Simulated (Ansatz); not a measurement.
# Geometry relaxation, with input and output: Bi (part 2 of 2)

Continued. System: Bi (2 atoms in the cell). Method: DFT r2SCAN, scalar-relativistic, plane waves, PAW, no spin polarisation (Ansatz 0.2.0); cutoff 500 eV, 12×12×8 k-mesh, Gaussian smearing of 0.1 eV. The structure derives from an entry of the Crystallography Open Database.

Geometry of the input (Å; fractional positions):
```
4.5367  0.0000  0.0000
-2.2684  3.9289  0.0000
0.0000  0.0000  5.1998
Bi 0.3333  0.6667  0.2500
Bi 0.6667  0.3333  0.7500
```

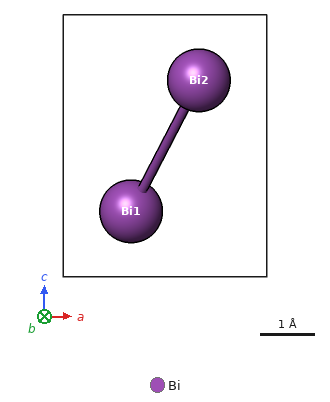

Figure 1. The geometry at step 2 of the log (ball-and-stick view of the cell of the calculation, along the b axis; atoms are numbered from 1 in the order of the input).

Output, continued:
```
SCF iter   1: F=—  HF=-24821.620399 eV  |F-HF|=—  |Δ(HF+E_count)|=         —  Δρ=1.28e-3  dr2=1.63e-3  dr2_τ=9.63e-2  ethr=5.48e-6  ⟨swp⟩=2.5  Hψ=12828  notcnv=0
preconditioner: auto → Kerker (q_TF=auto, 2.366 Å⁻¹)  [metal: Δε(μ)=0.013 eV  Ē_g=21.122 eV  σ=0.100 eV  W_gap=0.08  n_scr=20 (ndim 8)  ℏωp=24.2 eV  f_vac=0.000  D(μ)=1.60/eV (n_scr^D=8)]
SCF iter   2: F=—  HF=-24821.769437 eV  |F-HF|=—  |Δ(HF+E_count)|=   1.49e-1  Δρ=1.14e-3  dr2=1.28e-3  dr2_τ=1.36e-5  ethr=5.43e-6  ⟨swp⟩=3.0  Hψ=3819  notcnv=0
SCF iter   3: F=—  HF=-24821.769989 eV  |F-HF|=—  |Δ(HF+E_count)|=   5.52e-4  Δρ=6.85e-4  dr2=5.42e-4  dr2_τ=3.67e-6  ethr=4.27e-6  ⟨swp⟩=1.0  Hψ=1806  notcnv=0
SCF iter   4: F=—  HF=-24821.770161 eV  |F-HF|=—  |Δ(HF+E_count)|=   1.71e-4  Δρ=1.32e-4  dr2=2.34e-5  dr2_τ=2.02e-7  ethr=1.81e-6  ⟨swp⟩=2.0  Hψ=2279  notcnv=0
SCF iter   5: F=—  HF=-24821.770166 eV  |F-HF|=—  |Δ(HF+E_count)|=   4.84e-6  Δρ=7.59e-5  dr2=4.08e-6  dr2_τ=2.79e-8  ethr=7.81e-8  ⟨swp⟩=2.1  Hψ=2238  notcnv=0
SCF iter   6: F=—  HF=-24821.770168 eV  |F-HF|=—  |Δ(HF+E_count)|=   2.41e-6  Δρ=2.98e-5  dr2=4.85e-7  dr2_τ=7.13e-9  ethr=1.36e-8  ⟨swp⟩=2.7  Hψ=2995  notcnv=0
SCF iter   7: F=-24821.770169 eV  HF=-24821.770169 eV  |F-HF|=2.73e-8  |Δ(HF+E_count)|=   6.06e-7  Δρ=6.45e-6  dr2=2.73e-8  dr2_τ=2.77e-10  ethr=6.67e-10  ⟨swp⟩=11.6  Hψ=14449  notcnv=0
SCF 4 converged in 7 iterations: F = -24821.770169 eV  dr2 = 2.73e-8
relax step   4: F+E_penalty+E_count = -24821.77016857 eV  Δ(F+E_penalty+E_count) = -1.914e-1 eV  max|allowed force component| = 1.619e-16 eV/Å  Δτ_max = 0.0000 Å  P = -1.772 GPa  Ω = 70.587 Å³  energy of the carried Pulay correction = +2.835e-3 eV  (7 SCF iters, dr2 threshold 2.00e-7 eV, accepted)
Crystal: 2 atoms, lattice volume = 67.597 Å³
Basis set: ecut = 500 eV, 1725 PW (Γ), exchange–correlation on 144×144×160 points (64 copies of the dense FFT grid, shifted against one another)
iter 1 solved again at ethr=6.44e-6 eV; its pass at ethr=3.10e-3 eV (dr2=1.93e-3 eV) is discarded
SCF iter   1: F=—  HF=-24821.722947 eV  |F-HF|=—  |Δ(HF+E_count)|=         —  Δρ=1.32e-3  dr2=1.92e-3  dr2_τ=6.14e-2  ethr=6.44e-6  ⟨swp⟩=2.1  Hψ=12615  notcnv=0
preconditioner: auto → Kerker (q_TF=auto, 2.383 Å⁻¹)  [metal: Δε(μ)=0.060 eV  Ē_g=21.296 eV  σ=0.100 eV  W_gap=0.32  n_scr=20 (ndim 8)  ℏωp=24.7 eV  f_vac=0.000  D(μ)=1.04/eV (n_scr^D=2)]
SCF iter   2: F=—  HF=-24821.804171 eV  |F-HF|=—  |Δ(HF+E_count)|=   8.12e-2  Δρ=1.11e-3  dr2=1.12e-3  dr2_τ=1.28e-5  ethr=6.39e-6  ⟨swp⟩=2.1  Hψ=3623  notcnv=0
SCF iter   3: F=—  HF=-24821.804676 eV  |F-HF|=—  |Δ(HF+E_count)|=   5.05e-4  Δρ=4.97e-4  dr2=3.29e-4  dr2_τ=3.99e-6  ethr=3.74e-6  ⟨swp⟩=2.0  Hψ=2076  notcnv=0
SCF iter   4: F=—  HF=-24821.804689 eV  |F-HF|=—  |Δ(HF+E_count)|=   1.32e-5  Δρ=2.15e-4  dr2=3.27e-5  dr2_τ=4.95e-7  ethr=1.10e-6  ⟨swp⟩=2.0  Hψ=2267  notcnv=0
SCF iter   5: F=—  HF=-24821.804695 eV  |F-HF|=—  |Δ(HF+E_count)|=   5.55e-6  Δρ=1.13e-4  dr2=1.04e-5  dr2_τ=8.51e-8  ethr=1.09e-7  ⟨swp⟩=2.0  Hψ=2074  notcnv=0
SCF iter   6: F=—  HF=-24821.804698 eV  |F-HF|=—  |Δ(HF+E_count)|=   3.08e-6  Δρ=4.79e-5  dr2=1.66e-6  dr2_τ=1.94e-8  ethr=3.48e-8  ⟨swp⟩=2.2  Hψ=2341  notcnv=0
SCF iter   7: F=-24821.804699 eV  HF=-24821.804699 eV  |F-HF|=6.94e-8  |Δ(HF+E_count)|=   9.85e-7  Δρ=1.36e-5  dr2=1.40e-7  dr2_τ=1.27e-9  ethr=6.67e-10  ⟨swp⟩=8.2  Hψ=13406  notcnv=0
SCF 5 converged in 7 iterations: F = -24821.804699 eV  dr2 = 1.40e-7
relax step   5: F+E_penalty+E_count = -24821.80469881 eV  Δ(F+E_penalty+E_count) = -3.453e-2 eV  max|allowed force component| = 3.701e-17 eV/Å  Δτ_max = 0.0000 Å  P = +1.163 GPa  Ω = 67.597 Å³  energy of the carried Pulay correction = +3.285e-3 eV  (7 SCF iters, dr2 threshold 2.00e-7 eV, accepted)
Crystal: 2 atoms, lattice volume = 69.555 Å³
Basis set: ecut = 500 eV, 1737 PW (Γ), exchange–correlation on 144×144×160 points (64 copies of the dense FFT grid, shifted against one another)
iter 1 solved again at ethr=8.11e-7 eV; its pass at ethr=3.10e-3 eV (dr2=2.43e-4 eV) is discarded
SCF iter   1: F=—  HF=-24821.782026 eV  |F-HF|=—  |Δ(HF+E_count)|=         —  Δρ=4.29e-4  dr2=1.88e-4  dr2_τ=1.02e-2  ethr=8.11e-7  ⟨swp⟩=3.5  Hψ=12642  notcnv=0
preconditioner: auto → Kerker (q_TF=auto, 2.371 Å⁻¹)  [metal: Δε(μ)=0.063 eV  Ē_g=21.134 eV  σ=0.100 eV  W_gap=0.34  n_scr=20 (ndim 8)  ℏωp=24.4 eV  f_vac=0.004  D(μ)=1.11/eV (n_scr^D=8)]
SCF iter   2: F=—  HF=-24821.809353 eV  |F-HF|=—  |Δ(HF+E_count)|=   2.73e-2  Δρ=3.07e-4  dr2=1.04e-4  dr2_τ=1.47e-6  ethr=6.26e-7  ⟨swp⟩=3.0  Hψ=3731  notcnv=0
SCF iter   3: F=—  HF=-24821.809389 eV  |F-HF|=—  |Δ(HF+E_count)|=   3.58e-5  Δρ=1.35e-4  dr2=2.62e-5  dr2_τ=7.83e-7  ethr=3.46e-7  ⟨swp⟩=2.0  Hψ=2083  notcnv=0
SCF iter   4: F=—  HF=-24821.809390 eV  |F-HF|=—  |Δ(HF+E_count)|=   1.06e-6  Δρ=6.85e-5  dr2=2.84e-6  dr2_τ=5.35e-8  ethr=8.73e-8  ⟨swp⟩=2.0  Hψ=2273  notcnv=0
SCF iter   5: F=—  HF=-24821.809393 eV  |F-HF|=—  |Δ(HF+E_count)|=   2.77e-6  Δρ=1.95e-5  dr2=2.33e-7  dr2_τ=3.62e-9  ethr=9.47e-9  ⟨swp⟩=2.0  Hψ=2294  notcnv=0
SCF iter   6: F=-24821.809393 eV  HF=-24821.809393 eV  |F-HF|=8.00e-9  |Δ(HF+E_count)|=   1.30e-7  Δρ=3.73e-6  dr2=1.29e-8  dr2_τ=2.76e-10  ethr=6.67e-10  ⟨swp⟩=11.0  Hψ=13843  notcnv=0
SCF 6 converged in 6 iterations: F = -24821.809393 eV  dr2 = 1.29e-8
relax step   6: F+E_penalty+E_count = -24821.80939272 eV  Δ(F+E_penalty+E_count) = -4.694e-3 eV  max|allowed force component| = 1.018e-16 eV/Å  Δτ_max = 0.0000 Å  P = -0.319 GPa  Ω = 69.555 Å³  energy of the carried Pulay correction = +2.994e-3 eV  (6 SCF iters, dr2 threshold 2.00e-7 eV, accepted)
Crystal: 2 atoms, lattice volume = 69.065 Å³
iter 1 solved again at ethr=9.29e-8 eV; its pass at ethr=3.10e-3 eV (dr2=2.79e-5 eV) is discarded
SCF iter   1: F=—  HF=-24821.808371 eV  |F-HF|=—  |Δ(HF+E_count)|=         —  Δρ=8.36e-5  dr2=5.30e-6  dr2_τ=6.64e-4  ethr=9.29e-8  ⟨swp⟩=3.0  Hψ=11927  notcnv=0
preconditioner: auto → Kerker (q_TF=auto, 2.374 Å⁻¹)  [metal: Δε(μ)=0.063 eV  Ē_g=21.178 eV  σ=0.100 eV  W_gap=0.34  n_scr=20 (ndim 8)  ℏωp=24.5 eV  f_vac=0.000  D(μ)=1.11/eV (n_scr^D=8)]
SCF iter   2: F=—  HF=-24821.809998 eV  |F-HF|=—  |Δ(HF+E_count)|=   1.63e-3  Δρ=7.44e-5  dr2=5.14e-6  dr2_τ=8.71e-8  ethr=1.77e-8  ⟨swp⟩=3.0  Hψ=3695  notcnv=0
SCF iter   3: F=—  HF=-24821.810000 eV  |F-HF|=—  |Δ(HF+E_count)|=   1.78e-6  Δρ=4.96e-5  dr2=2.54e-6  dr2_τ=1.66e-8  ethr=1.71e-8  ⟨swp⟩=1.0  Hψ=1805  notcnv=0
SCF iter   4: F=-24821.810000 eV  HF=-24821.810000 eV  |F-HF|=1.55e-8  |Δ(HF+E_count)|=   7.87e-7  Δρ=7.03e-6  dr2=8.15e-8  dr2_τ=4.53e-10  ethr=6.67e-10  ⟨swp⟩=9.5  Hψ=14926  notcnv=0
SCF 7 converged in 4 iterations: F = -24821.810000 eV  dr2 = 8.15e-8
relax step   7: F+E_penalty+E_count = -24821.81000034 eV  Δ(F+E_penalty+E_count) = -6.076e-4 eV  max|allowed force component| = 1.388e-16 eV/Å  Δτ_max = 0.0000 Å  P = -0.009 GPa  Ω = 69.065 Å³  energy of the carried Pulay correction = +3.066e-3 eV  (4 SCF iters, dr2 threshold 2.00e-7 eV, accepted)
Basis set: ecut = 500 eV, 1737 PW (Γ), exchange–correlation on 128×128×128 points (64 copies of the dense FFT grid, shifted against one another)
Initial wavefunctions: pseudopotential atomic-orbital guess (no wavefunctions were taken with the density)
iter 1 solved again at ethr=4.53e-8 eV; its pass at ethr=3.10e-3 eV (dr2=1.36e-5 eV) is discarded
SCF iter   1: F=—  HF=-24821.808711 eV  |F-HF|=—  |Δ(HF+E_count)|=         —  Δρ=2.08e-4  dr2=2.82e-6  dr2_τ=1.95e-5  ethr=4.53e-8  ⟨swp⟩=4.0  Hψ=14427  notcnv=0
preconditioner: auto → Kerker (q_TF=auto, 2.374 Å⁻¹)  [metal: Δε(μ)=0.063 eV  Ē_g=21.174 eV  σ=0.100 eV  W_gap=0.34  n_scr=20 (ndim 8)  ℏωp=24.5 eV  f_vac=0.001  D(μ)=1.11/eV (n_scr^D=8)]
SCF iter   2: F=—  HF=-24821.808710 eV  |F-HF|=—  |Δ(HF+E_count)|=   6.94e-7  Δρ=1.07e-4  dr2=7.18e-7  dr2_τ=5.66e-7  ethr=9.40e-9  ⟨swp⟩=3.0  Hψ=3274  notcnv=0
SCF iter   3: F=—  HF=-24821.808713 eV  |F-HF|=—  |Δ(HF+E_count)|=   3.16e-6  Δρ=6.29e-6  dr2=1.21e-8  dr2_τ=3.73e-9  ethr=2.39e-9  ⟨swp⟩=2.8  Hψ=3224  notcnv=0
SCF iter   4: F=—  HF=-24821.808713 eV  |F-HF|=—  |Δ(HF+E_count)|=   2.90e-8  Δρ=1.56e-6  dr2=3.46e-9  dr2_τ=4.18e-11  ethr=4.05e-11  ⟨swp⟩=2.8  Hψ=3185  notcnv=0
SCF iter   5: F=—  HF=-24821.808713 eV  |F-HF|=—  |Δ(HF+E_count)|=  2.84e-10  Δρ=4.83e-7  dr2=1.74e-10  dr2_τ=9.76e-12  ethr=1.15e-11  ⟨swp⟩=2.0  Hψ=2217  notcnv=0
SCF iter   6: F=-24821.808713 eV  HF=-24821.808713 eV  |F-HF|=1.09e-11  |Δ(HF+E_count)|=  6.55e-11  Δρ=8.08e-8  dr2=3.90e-12  dr2_τ=4.59e-13  ethr=1.00e-12  ⟨swp⟩=7.9  Hψ=10356  notcnv=0
SCF 8 converged in 6 iterations: F = -24821.808713 eV  dr2 = 3.90e-12
relax step   8: F+E_penalty+E_count = -24821.80871337 eV  Δ(F+E_penalty+E_count) = +1.287e-3 eV  max|allowed force component| = 1.480e-16 eV/Å  Δτ_max = 0.0000 Å  P = -0.025 GPa  Ω = 69.065 Å³  stress off target by 4.29e-2 GPa  SCF on the basis re-selected at this cell (its energy is not comparable with the rows above)  (6 SCF iters)
basis re-selected at this cell: Δ(F+E_penalty+E_count) = +1.287e-3 eV, ΔP = -0.016 GPa vs the last step (what re-selecting the basis moved, of the pressure what is left beyond the Pulay correction that the steps carried, after the strain that the cell walked since its last selection, with what the two solves' SCF thresholds leave and, on support functions, any second-order correction that the steps lacked; it is no measure of the basis error at this ecutwfc). The dense FFT grid was sized anew with the basis: this SCF ran on 32×32×32 points, the steps before it on 36×36×40, so part of this shift can come from that change (see relax.cell in the input reference). This SCF's stress stands 4.29e-2 GPa from its target on what of the cell is left free (relax.cell.stress_tol is 5.00e-2 GPa) and its largest allowed force component is 1.48e-16 eV/Å (relax.f_tol is 5.00e-3 eV/Å): within both
SCF converged after 6 iterations
Free energy (F): -24821.808713 eV
Harris-Foulkes:  -24821.808713 eV  (|F-HF|=1.09e-11)
Internal energy: -24821.803179 eV  (E = F + TS)
E sigma→0 (E₀):  -24821.805946 eV
Entropy (-TS):   -0.005535 eV (-2.767 meV/atom)
Fermi energy:    9.937250 eV
--- Per-component energies (eV) ---
  E_band       = -230.772267
  E_kinetic    = 602.039219
  E_local      = -3070.455617  (includes V_loc(G=0)·N_el)
  E_nonlocal   = 1122.021866
  E_hartree    = 998.925582
  E_xc         = -280.779312
  E_vxc        = -311.913237  (∫ρ·V_xc dr)
  E_paw        = -21377.739963  (= ΣΔE_a)
  E_vpaw       = -592.074755  (= ΣTr[D̂ρ^β])
  E_aug_tail   = -0.000559  (compensation charges beyond the density's cutoff)
  E_vtau       = 21.759646  (kinetic-family band-sum trace: ∫τ·v_τ [+ j·A + Jᵃ·Aᵃ] dr)
  E_ewald      = -2817.565488
  E_core_change = 1.751094  (= ΣΔE_core)
  E_smearing   = -0.005535  (= −TS)
  E_closure    = 0.000000  (closes the sum)
  Σ components = -24821.808713   (vs F -24821.808713, Δ=0.00e0)
--- Forces (eV/Å), atoms counted from 1 ---
  atom   1  Bi     0.00000000     0.00000000     0.00000000
  atom   2  Bi    -0.00000000    -0.00000000     0.00000000
  max |Σ_I F_I| component: 3.70e-17 eV/Å
--- Stress (GPa, compression-positive) ---
       -0.042895       0.000000       0.000000
        0.000000      -0.042895       0.000000
        0.000000       0.000000       0.009779
  P = ⅓ Tr σ = -0.0253 GPa (-0.253 kbar)
--- Band table (eV; the first three rows and the last of 95) ---
  k-point 0: bands = ["-13.7405", "-13.7405", "-13.7169", "-13.6107", "-13.6107", "-13.6005", "-13.6005", "-13.5311", "-13.4723", "-13.4723", "-3.7606", "1.9887", "7.4161", "8.8583", "8.8583", "12.2328", "12.2328", "14.1460", "15.4085"]
  k-point 1: bands = ["-13.7492", "-13.7492", "-13.7066", "-13.6294", "-13.6294", "-13.5826", "-13.5826", "-13.5347", "-13.4642", "-13.4642", "-3.6250", "1.5642", "7.6782", "8.9981", "8.9981", "12.1896", "12.1896", "14.7015", "14.7025"]
  k-point 2: bands = ["-13.7617", "-13.7617", "-13.6787", "-13.6699", "-13.6699", "-13.5467", "-13.5438", "-13.5438", "-13.4533", "-13.4533", "-3.2207", "0.5716", "8.3118", "9.4045", "9.4045", "11.9901", "11.9901", "13.1465", "16.1329"]
  k-point 94: bands = ["-13.6691", "-13.6691", "-13.6327", "-13.6327", "-13.5974", "-13.5974", "-13.5869", "-13.5869", "-13.5462", "-13.5462", "-0.6272", "-0.6272", "5.5187", "5.5187", "8.0740", "8.0740", "15.4452", "15.4452", "18.6554"]
--- Relaxed structure (7 steps of the walk, 7 accepted, 1 SCFs on fresh bases) ---
  F+E_penalty+E_count = -24821.80871337 eV   max|allowed force component| = 1.480e-16 eV/Å   (the final SCF, on the basis selected at the relaxed cell)
  cell:  # Å, volume = 69.0651 Å³
    - [4.349818991980491, -2.8960526246012137e-33, 0.0]
    - [-2.1749094959902453, 3.767053748919125, 0.0]
    - [0.0, 0.0, 4.214885077857836]
  atoms:
    - { symbol: Bi, position: [0.33333333333333326, 0.6666666666666665, 0.25] }
    - { symbol: Bi, position: [0.6666666666666666, 0.33333333333333326, 0.75] }
```

Trajectory as extended XYZ (Å, eV, eV/Å), 8 frames, from step=1 to step=8:
```
2
Lattice="4.5367 0.0000 0.0000 -2.2684 3.9289 0.0000 0.0000 0.0000 5.1998" Properties=species:S:1:pos:R:3:forces:R:3 step=1 energy=-24820.77887 pressure_GPa=-7.84
Bi    0.0000    2.6193    1.3000    0.0000   0.0000   0.0000
Bi    2.2684    1.3096    3.8999    0.0000   0.0000   0.0000
2
Lattice="4.4301 0.0000 0.0000 -2.2150 3.8365 0.0000 0.0000 0.0000 4.9400" Properties=species:S:1:pos:R:3:forces:R:3 step=2 energy=-24821.24241 pressure_GPa=-6.86
Bi    0.0000    2.5577    1.2350    0.0000   0.0000   0.0000
Bi    2.2150    1.2788    3.7050    0.0000   0.0000   0.0000
2
Lattice="4.3469 0.0000 0.0000 -2.1735 3.7645 0.0000 0.0000 0.0000 4.6865" Properties=species:S:1:pos:R:3:forces:R:3 step=3 energy=-24821.57881 pressure_GPa=-4.92
Bi    0.0000    2.5097    1.1716    0.0000   0.0000   0.0000
Bi    2.1735    1.2549    3.5149    0.0000   0.0000   0.0000
2
Lattice="4.2900 0.0000 0.0000 -2.1450 3.7153 0.0000 0.0000 0.0000 4.4287" Properties=species:S:1:pos:R:3:forces:R:3 step=4 energy=-24821.77017 pressure_GPa=-1.77
Bi    0.0000    2.4769    1.1072    0.0000   0.0000   0.0000
Bi    2.1450    1.2384    3.3215    0.0000   0.0000   0.0000
2
Lattice="4.3235 0.0000 0.0000 -2.1618 3.7443 0.0000 0.0000 0.0000 4.1756" Properties=species:S:1:pos:R:3:forces:R:3 step=5 energy=-24821.80470 pressure_GPa=1.16
Bi    0.0000    2.4962    1.0439    0.0000   0.0000   0.0000
Bi    2.1618    1.2481    3.1317    0.0000   0.0000   0.0000
2
Lattice="4.3639 0.0000 0.0000 -2.1819 3.7792 0.0000 0.0000 0.0000 4.2175" Properties=species:S:1:pos:R:3:forces:R:3 step=6 energy=-24821.80939 pressure_GPa=-0.32
Bi    0.0000    2.5195    1.0544    0.0000   0.0000   0.0000
Bi    2.1819    1.2597    3.1631    0.0000   0.0000   0.0000
2
Lattice="4.3498 0.0000 0.0000 -2.1749 3.7671 0.0000 0.0000 0.0000 4.2149" Properties=species:S:1:pos:R:3:forces:R:3 step=7 energy=-24821.81000 pressure_GPa=-0.01
Bi    0.0000    2.5114    1.0537    0.0000   0.0000   0.0000
Bi    2.1749    1.2557    3.1612    0.0000   0.0000   0.0000
2
Lattice="4.3498 0.0000 0.0000 -2.1749 3.7671 0.0000 0.0000 0.0000 4.2149" Properties=species:S:1:pos:R:3:forces:R:3 step=8 energy=-24821.80871 pressure_GPa=-0.03
Bi    0.0000    2.5114    1.0537    0.0000   0.0000   0.0000
Bi    2.1749    1.2557    3.1612    0.0000   0.0000   0.0000
```

Results in brief:

| quantity | value |
| --- | --- |
| outcome | converged |
| space group (tolerance 0.01 Å) | P6₃/mmc (194) |
| electrons treated | 30 |
| free energy | −24821.8087 eV |
| Fermi energy | 9.937 eV |
| gap on the k-point mesh | none (metallic) |
| pressure | −0.03 GPa |
| final volume | 69.07 Å³ |
| largest force (length of the vector) at the end | under 0.001 eV/Å |
| final cell | a = 4.350 Å, b = 4.350 Å, c = 4.215 Å, α = 90.00°, β = 90.00°, γ = 120.00° |
| hardware | 1 thread of Intel Xeon (Sapphire Rapids), 64 GiB of memory available, shared host |
| wall time | 1.8 min |
| peak memory | 0.74 GiB |

Remarks:

Spin–orbit coupling is left out, which matters for Bi.
